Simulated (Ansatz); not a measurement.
# Geometry relaxation of Nb16H (part 2 of 2)

Nb16H (defect cell, 17 atoms in the cell); DFT PBE-D3(BJ), scalar-relativistic, plane waves, PAW, no spin polarisation (Ansatz 0.2.0); cutoff 420 eV, 3×3×3 k-mesh, Fermi–Dirac smearing of 0.15 eV. It belongs to a series of runs on one base structure; here: end point B relaxed.

Geometry of the input (Å; fractional positions):
```
6.6000  0.0000  0.0000
0.0000  6.6000  0.0000
0.0000  0.0000  6.6000
Nb 0.0000  0.0000  0.0000
Nb 0.5000  0.0000  0.0000
Nb 0.0000  0.5000  0.0000
Nb 0.0000  0.0000  0.5000
Nb 0.2500  0.2500  0.2500
Nb 0.5000  0.5000  0.0000
Nb 0.5000  0.0000  0.5000
Nb 0.7500  0.2500  0.2500
Nb 0.0000  0.5000  0.5000
Nb 0.2500  0.7500  0.2500
Nb 0.2500  0.2500  0.7500
Nb 0.5000  0.5000  0.5000
Nb 0.7500  0.7500  0.2500
Nb 0.7500  0.2500  0.7500
Nb 0.2500  0.7500  0.7500
Nb 0.7500  0.7500  0.7500
H  0.7488  0.3765  0.0062
```

Output, continued:
```
  k-point 0: bands = ["-36.4358", "-36.2451", "-36.2294", "-36.2294", "-36.2135", "-36.2064", "-36.2034", "-36.1894", "-36.1894", "-36.1801", "-36.1800", "-36.1537", "-36.1521", "-36.1228", "-36.1227", "-35.9953", "-13.1817", "-13.1143", "-13.1118", "-13.1118", "-13.1079", "-13.1077", "-12.6845", "-12.6845", "-12.6840", "-12.5689", "-12.4940", "-12.4904", "-12.4904", "-12.4763", "-12.4736", "-12.4470", "-12.4446", "-12.4347", "-12.4346", "-12.4300", "-12.4283", "-12.2702", "-12.2701", "-12.2296", "-12.2281", "-12.2105", "-12.2105", "-12.2047", "-12.2047", "-12.1771", "-12.1771", "-12.1756", "-12.1752", "-12.1609", "-12.1571", "-12.1571", "-12.1526", "-12.1462", "-12.1462", "-11.7550", "-11.7521", "-11.7506", "-11.7465", "-11.7465", "-11.7419", "-11.7321", "-11.7317", "-11.7317", "10.6847", "12.4772", "14.0810", "14.1327", "14.1327", "14.1552", "14.1565", "14.1647", "14.1647", "14.7156", "15.3603", "15.3918", "15.3919", "15.4104", "15.4149", "16.0455", "16.1683", "16.1683", "16.1965", "16.2256", "16.2289", "16.4128", "16.6506", "16.7193", "16.7598", "16.7634", "16.7637", "16.7893", "16.7938", "16.7974", "16.7977", "16.8114", "16.8603", "18.2238", "18.2238", "18.2343", "18.5353", "18.7358", "18.7712", "18.7712", "18.7962", "18.7963", "18.8180", "18.8537", "18.8537", "18.8753", "18.8817", "18.8817", "19.6467", "20.1379", "20.1612", "20.1613", "20.1744", "20.1934", "20.2260", "20.3923", "20.3924", "20.4116", "20.4364", "20.5806", "21.1157", "21.1561", "21.1648", "21.1648", "21.1923", "21.1998"]
  k-point 1: bands = ["-36.4042", "-36.3195", "-36.2321", "-36.2277", "-36.2137", "-36.2060", "-36.2007", "-36.1909", "-36.1882", "-36.1817", "-36.1650", "-36.1503", "-36.1419", "-36.1240", "-36.0859", "-36.0168", "-13.0761", "-13.0226", "-13.0160", "-13.0016", "-12.9986", "-12.9970", "-12.8037", "-12.7779", "-12.7519", "-12.7285", "-12.7193", "-12.7175", "-12.6864", "-12.6497", "-12.6196", "-12.6154", "-12.4486", "-12.4454", "-12.3886", "-12.3697", "-12.2633", "-12.2563", "-12.2344", "-12.2057", "-12.2005", "-12.1927", "-12.1844", "-12.1770", "-12.1754", "-12.1633", "-12.1547", "-12.1035", "-12.0835", "-12.0225", "-12.0058", "-12.0051", "-12.0013", "-11.9670", "-11.9668", "-11.8647", "-11.8384", "-11.8344", "-11.8172", "-11.8157", "-11.8071", "-11.8069", "-11.7893", "-11.7880", "10.8891", "12.8658", "14.0603", "14.4353", "14.4519", "14.4578", "14.4795", "14.5114", "14.6531", "14.7185", "14.9313", "15.1686", "15.1694", "15.1884", "15.3343", "15.4401", "15.7938", "16.0058", "16.1168", "16.1788", "16.2015", "16.2804", "16.4613", "16.5597", "16.6100", "16.6268", "16.6816", "16.9690", "17.0001", "17.0030", "17.5319", "17.6439", "17.7177", "17.7362", "17.7801", "17.8369", "18.1357", "18.1609", "18.1677", "18.2788", "18.3713", "18.4869", "18.5504", "18.6035", "18.6388", "18.6410", "19.1671", "19.1905", "19.3022", "19.5455", "19.5864", "19.6202", "19.6265", "20.0327", "20.0747", "20.3292", "20.6747", "20.6892", "20.7133", "20.7283", "21.3396", "21.3494", "21.4382", "21.6635", "21.7190", "21.7342"]
  k-point 2: bands = ["-36.4043", "-36.3189", "-36.2275", "-36.2273", "-36.2273", "-36.2057", "-36.1915", "-36.1914", "-36.1787", "-36.1787", "-36.1774", "-36.1629", "-36.1242", "-36.1241", "-36.0927", "-36.0160", "-13.0844", "-13.0186", "-13.0068", "-13.0059", "-13.0007", "-13.0007", "-12.8153", "-12.7733", "-12.7401", "-12.7241", "-12.7228", "-12.7228", "-12.6903", "-12.6396", "-12.6195", "-12.6195", "-12.4527", "-12.4527", "-12.3716", "-12.3716", "-12.2471", "-12.2471", "-12.2288", "-12.2224", "-12.2224", "-12.1869", "-12.1856", "-12.1700", "-12.1636", "-12.1636", "-12.1579", "-12.1215", "-12.0780", "-12.0264", "-12.0032", "-12.0025", "-12.0025", "-11.9667", "-11.9667", "-11.8673", "-11.8392", "-11.8317", "-11.8178", "-11.8110", "-11.8110", "-11.8075", "-11.7884", "-11.7884", "10.8248", "12.8430", "14.0388", "14.4304", "14.4696", "14.4788", "14.4788", "14.5976", "14.6884", "14.6884", "14.8068", "15.1837", "15.1875", "15.1875", "15.3232", "15.4863", "15.9599", "15.9809", "15.9809", "16.1829", "16.2651", "16.2964", "16.5743", "16.5743", "16.5823", "16.6406", "16.9424", "16.9690", "16.9794", "16.9795", "17.5074", "17.6696", "17.6761", "17.6761", "17.7606", "17.8459", "18.1436", "18.1437", "18.2789", "18.2789", "18.3088", "18.4979", "18.5197", "18.6184", "18.6184", "18.6517", "18.9948", "19.1987", "19.3274", "19.4713", "19.6116", "19.6145", "19.6146", "20.0646", "20.0646", "20.2469", "20.5826", "20.7034", "20.7075", "20.7075", "21.3654", "21.3655", "21.4469", "21.6845", "21.7161", "21.7162"]
  k-point 13: bands = ["-36.3518", "-36.2958", "-36.2844", "-36.2765", "-36.2437", "-36.2357", "-36.2332", "-36.1919", "-36.1760", "-36.1469", "-36.1387", "-36.1351", "-36.1091", "-36.0932", "-36.0905", "-36.0463", "-12.9649", "-12.9261", "-12.9208", "-12.8742", "-12.8412", "-12.8347", "-12.8280", "-12.8123", "-12.7982", "-12.7914", "-12.7291", "-12.7214", "-12.7043", "-12.6994", "-12.5940", "-12.5641", "-12.5637", "-12.5390", "-12.5242", "-12.5212", "-12.4804", "-12.4588", "-12.4571", "-12.2835", "-12.2773", "-12.1335", "-12.1016", "-12.0896", "-12.0838", "-12.0766", "-12.0721", "-12.0576", "-12.0498", "-12.0058", "-12.0013", "-11.9984", "-11.9396", "-11.9253", "-11.9163", "-11.8997", "-11.8339", "-11.8289", "-11.8283", "-11.8213", "-11.8195", "-11.8073", "-11.8002", "-11.7891", "11.1066", "13.6490", "14.5102", "14.5136", "14.6739", "14.8827", "14.9061", "15.0826", "15.2290", "15.3073", "15.3579", "15.3735", "15.5581", "15.7124", "15.7944", "15.8399", "15.8756", "15.9455", "15.9538", "16.1759", "16.3346", "16.3698", "16.4780", "16.4971", "16.5105", "16.6584", "16.7572", "16.7690", "16.8549", "16.9334", "16.9918", "17.0156", "17.0734", "17.1653", "17.2017", "17.2444", "17.2869", "17.3356", "17.3497", "17.3964", "17.4138", "17.4813", "17.5358", "17.5580", "17.5994", "17.6108", "17.6869", "18.6450", "20.1310", "20.1785", "20.2764", "20.3001", "20.4968", "20.5362", "20.5660", "20.6004", "20.6133", "20.6421", "20.9051", "20.9346", "21.0405", "21.0881", "21.0948", "21.4328", "21.4688", "21.5244"]
--- Relaxed structure (5 steps of the walk, 4 accepted, 0 SCFs on fresh bases) ---
  F+E_penalty+E_count = -72865.63956191 eV   max|allowed force component| = 1.434e-2 eV/Å
  atoms:
    - { symbol: Nb, position: [0.0009553443166157418, -9.70011380591802e-5, 0.0003487675166018919] }
    - { symbol: Nb, position: [0.49890876580525206, -9.004936345771526e-5, 0.00035007633479467847] }
    - { symbol: Nb, position: [0.006951182651044496, 0.5059547707557575, 0.0003617213294400983] }
    - { symbol: Nb, position: [3.0923791513777964e-5, -0.0021042158648389825, 0.500390778442684] }
    - { symbol: Nb, position: [0.24993923384117944, 0.25182286568901874, 0.2500063677717441] }
    - { symbol: Nb, position: [0.4928960767770967, 0.5059812352334007, 0.0003687091831630991] }
    - { symbol: Nb, position: [0.49984850898756406, -0.0021035181153178845, 0.500392294076866] }
    - { symbol: Nb, position: [0.7499276403380921, 0.24416541345274376, 0.2574105381825249] }
    - { symbol: Nb, position: [-0.0004132261707696252, 0.49830386549758976, 0.5003155664694888] }
    - { symbol: Nb, position: [0.2499250247392991, 0.7522836136655415, 0.25042521123911227] }
    - { symbol: Nb, position: [0.24994268929269864, 0.2519094527943125, 0.7507169811924211] }
    - { symbol: Nb, position: [0.5002775680846842, 0.49831999447232544, 0.5003192442855375] }
    - { symbol: Nb, position: [0.7499331889632912, 0.7502406468725636, 0.251384261320197] }
    - { symbol: Nb, position: [0.7499344971196824, 0.2442826060585789, 0.7433801440243225] }
    - { symbol: Nb, position: [0.2499264808054892, 0.752290794320305, 0.7502137366540635] }
    - { symbol: Nb, position: [0.7499346178736453, 0.7502680519997167, 0.7493383879542677] }
    - { symbol: H, position: [0.7499147227836207, 0.375101053669819, 0.0004353040227702452] }
```

Trajectory as extended XYZ (Å, eV, eV/Å), 5 frames, from step=1 to step=5:
```
17
Lattice="6.6000 0.0000 0.0000 0.0000 6.6000 0.0000 0.0000 0.0000 6.6000" Properties=species:S:1:pos:R:3:forces:R:3 step=1 energy=-72865.49592
Nb    0.0000    0.0000    0.0000    0.1075  -0.1390  -0.0052
Nb    3.3000    0.0000    0.0000   -0.1098  -0.1423  -0.0052
Nb    0.0000    3.3000    0.0000    0.9823   0.5456  -0.0164
Nb    0.0000    0.0000    3.3000   -0.0185  -0.0512   0.0092
Nb    1.6500    1.6500    1.6500   -0.0006   0.0081   0.0046
Nb    3.3000    3.3000    0.0000   -1.0602   0.5882  -0.0180
Nb    3.3000    0.0000    3.3000    0.0201  -0.0496   0.0091
Nb    4.9500    1.6500    1.6500    0.0038  -0.6702   1.1786
Nb    0.0000    3.3000    3.3000    0.0045  -0.0089   0.0029
Nb    1.6500    4.9500    1.6500   -0.0017   0.0456  -0.0206
Nb    1.6500    1.6500    4.9500   -0.0005   0.0113  -0.0026
Nb    3.3000    3.3000    3.3000   -0.0049  -0.0083   0.0030
Nb    4.9500    4.9500    1.6500    0.0010   0.1529   0.1172
Nb    4.9500    1.6500    4.9500    0.0023  -0.4520  -0.7900
Nb    1.6500    4.9500    4.9500   -0.0018   0.0543   0.0122
Nb    4.9500    4.9500    4.9500    0.0010   0.1353  -0.1054
H     4.9423    2.4851    0.0406    0.0755  -0.0197  -0.3734
17
Lattice="6.6000 0.0000 0.0000 0.0000 6.6000 0.0000 0.0000 0.0000 6.6000" Properties=species:S:1:pos:R:3:forces:R:3 step=2 energy=-72865.35639 accepted=F
Nb    0.0293   -0.0354   -0.0015   -0.3666   0.4739   0.0378
Nb    3.2696   -0.0368   -0.0015    0.3715   0.4868   0.0376
Nb    0.1133    3.3752   -0.0012   -1.1268  -0.5865   0.0316
Nb    0.0254   -0.0299    3.3060   -0.3245   0.2538  -0.0419
Nb    1.6498    1.6441    1.6586    0.0029   0.2183  -0.1920
Nb    3.1858    3.3766   -0.0013    1.1132  -0.5892   0.0323
Nb    3.2748   -0.0297    3.3060    0.3210   0.2508  -0.0414
Nb    4.9502    1.5703    1.7624   -0.0061   0.6068  -1.0541
Nb    0.0063    3.3041    3.3010   -0.1867  -0.2078  -0.0147
Nb    1.6489    4.9806    1.6773    0.0078  -0.2491  -0.3319
Nb    1.6498    1.6470    4.9441    0.0026   0.2052   0.1828
Nb    3.2932    3.3047    3.3010    0.1885  -0.2105  -0.0150
Nb    4.9503    4.9905    1.6825   -0.0071  -0.5198  -0.3779
Nb    4.9501    1.5782    4.8429   -0.0054   0.5870   1.1188
Nb    1.6488    4.9816    4.9220    0.0082  -0.2646   0.3498
Nb    4.9503    4.9831    4.9234   -0.0072  -0.4512   0.3523
H     4.9464    2.4810    0.0190    0.0148  -0.0039  -0.0741
17
Lattice="6.6000 0.0000 0.0000 0.0000 6.6000 0.0000 0.0000 0.0000 6.6000" Properties=species:S:1:pos:R:3:forces:R:3 step=3 energy=-72865.63344
Nb    0.0002   -0.0011    0.0017    0.0467  -0.0266  -0.0034
Nb    3.2992   -0.0010    0.0017   -0.0462  -0.0270  -0.0034
Nb    0.0479    3.3243   -0.0004    0.0336   0.1078   0.0097
Nb   -0.0037   -0.0132    3.3014    0.0241   0.0141   0.0028
Nb    1.6497    1.6512    1.6532    0.0011   0.0467  -0.0260
Nb    3.2514    3.3246   -0.0004   -0.0628   0.1219   0.0095
Nb    3.3036   -0.0128    3.3014   -0.0248   0.0111   0.0030
Nb    4.9501    1.6253    1.6992   -0.0017  -0.1427   0.1175
Nb    0.0021    3.2998    3.3015   -0.0278  -0.0545  -0.0055
Nb    1.6497    4.9623    1.6466   -0.0006  -0.0039   0.0298
Nb    1.6497    1.6505    4.9490    0.0010   0.0588   0.0253
Nb    3.2975    3.2997    3.3015    0.0279  -0.0522  -0.0056
Nb    4.9497    4.9517    1.6525    0.0006   0.0257   0.0414
Nb    4.9501    1.6267    4.9045   -0.0018  -0.0739   0.0269
Nb    1.6497    4.9648    4.9542   -0.0005  -0.0196  -0.0264
Nb    4.9497    4.9520    4.9506    0.0007   0.0242  -0.0440
H     4.9457    2.4803    0.0224    0.0304  -0.0099  -0.1517
17
Lattice="6.6000 0.0000 0.0000 0.0000 6.6000 0.0000 0.0000 0.0000 6.6000" Properties=species:S:1:pos:R:3:forces:R:3 step=4 energy=-72865.63956
Nb    0.0063   -0.0006    0.0023   -0.0073  -0.0028   0.0006
Nb    3.2928   -0.0006    0.0023    0.0074  -0.0031   0.0006
Nb    0.0459    3.3393    0.0024    0.0108  -0.0117  -0.0007
Nb    0.0002   -0.0139    3.3026   -0.0019  -0.0015  -0.0012
Nb    1.6496    1.6620    1.6500   -0.0004  -0.0114   0.0027
Nb    3.2531    3.3395    0.0024   -0.0102  -0.0128  -0.0011
Nb    3.2990   -0.0139    3.3026    0.0015  -0.0014  -0.0011
Nb    4.9495    1.6115    1.6989    0.0004   0.0134   0.0102
Nb   -0.0027    3.2888    3.3021    0.0024   0.0128   0.0021
Nb    1.6495    4.9651    1.6528    0.0002   0.0014  -0.0011
Nb    1.6496    1.6626    4.9547   -0.0005  -0.0143  -0.0034
Nb    3.3018    3.2889    3.3021   -0.0023   0.0123   0.0020
Nb    4.9496    4.9516    1.6591   -0.0001   0.0046  -0.0073
Nb    4.9496    1.6123    4.9063    0.0000   0.0087  -0.0126
Nb    1.6495    4.9651    4.9514    0.0002   0.0017   0.0039
Nb    4.9496    4.9518    4.9456   -0.0001   0.0038   0.0068
H     4.9494    2.4757    0.0029    0.0001   0.0002  -0.0003
17
Lattice="6.6000 0.0000 0.0000 0.0000 6.6000 0.0000 0.0000 0.0000 6.6000" Properties=species:S:1:pos:R:3:forces:R:3 step=5 energy=-72865.63956
Nb    0.0063   -0.0006    0.0023   -0.0073  -0.0028   0.0006
Nb    3.2928   -0.0006    0.0023    0.0074  -0.0031   0.0006
Nb    0.0459    3.3393    0.0024    0.0108  -0.0117  -0.0007
Nb    0.0002   -0.0139    3.3026   -0.0019  -0.0015  -0.0012
Nb    1.6496    1.6620    1.6500   -0.0004  -0.0114   0.0027
Nb    3.2531    3.3395    0.0024   -0.0102  -0.0128  -0.0012
Nb    3.2990   -0.0139    3.3026    0.0015  -0.0014  -0.0011
Nb    4.9495    1.6115    1.6989    0.0004   0.0134   0.0102
Nb   -0.0027    3.2888    3.3021    0.0024   0.0128   0.0021
Nb    1.6495    4.9651    1.6528    0.0002   0.0014  -0.0011
Nb    1.6496    1.6626    4.9547   -0.0005  -0.0143  -0.0034
Nb    3.3018    3.2889    3.3021   -0.0023   0.0123   0.0020
Nb    4.9496    4.9516    1.6591   -0.0001   0.0046  -0.0073
Nb    4.9496    1.6123    4.9063    0.0000   0.0087  -0.0126
Nb    1.6495    4.9651    4.9514    0.0002   0.0017   0.0039
Nb    4.9496    4.9518    4.9456   -0.0001   0.0038   0.0068
H     4.9494    2.4757    0.0029    0.0001   0.0002  -0.0003
```

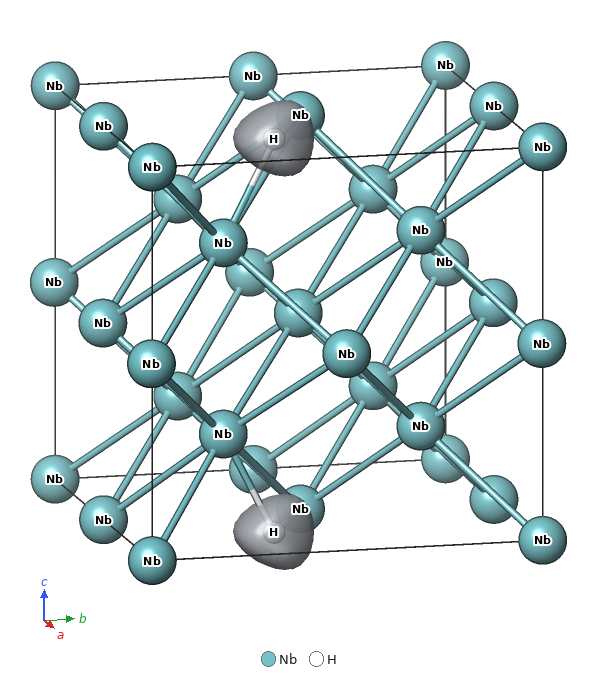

Isosurface of the ELF at 0.6 (grey), seen slightly off an axis. Only the valence region is drawn (cores and ρ < 0.01 e/Å³ removed). Sticks mark near contacts. The outline is the calculation cell. Along the contacts the grid gives the following. Nb–H (1.90 Å): the ELF climbs to about 1 towards the hydrogen, as it does in any bond to H. Nb–Nb (2.82 Å): the ELF is about 0.25 at the midpoint; no shared electron pair. Core electrons are frozen (PAW), so the fields are smoothed inside the atomic spheres.

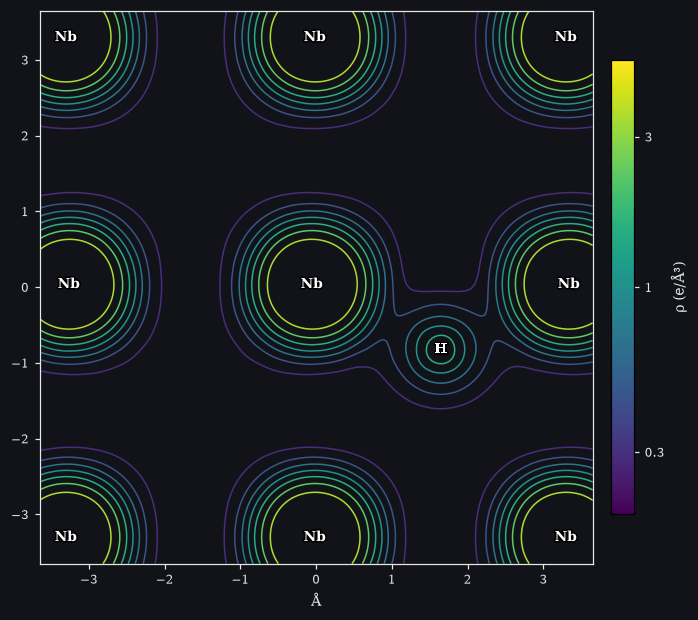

Valence electron density on the (001) plane of the calculation cell. The section cuts through Nb and H sites. Nb–H (1.90 Å): the density is about 0.78 e/Å³ at the midpoint, with its minimum of 0.47 e/Å³ about 1.2 Å from Nb. Away from the nuclei the density in this plane falls to 0.19 e/Å³ at its lowest.

Results in brief:

```json
{"quantity": "outcome", "value": "converged"}
{"quantity": "electrons treated", "value": "209"}
{"quantity": "free energy", "value": "−72865.6396 eV"}
{"quantity": "Fermi energy", "value": "17.945 eV"}
{"quantity": "final volume", "value": "287.50 Å³"}
{"quantity": "largest force (length of the vector) at the end", "value": "0.017 eV/Å"}
{"quantity": "hardware", "value": "4 threads of Intel Xeon (Granite Rapids), 16 GiB of memory available, shared host"}
{"quantity": "wall time", "value": "35 s (CPU time 2.3 min)"}
{"quantity": "peak memory", "value": "1.4 GiB"}
```
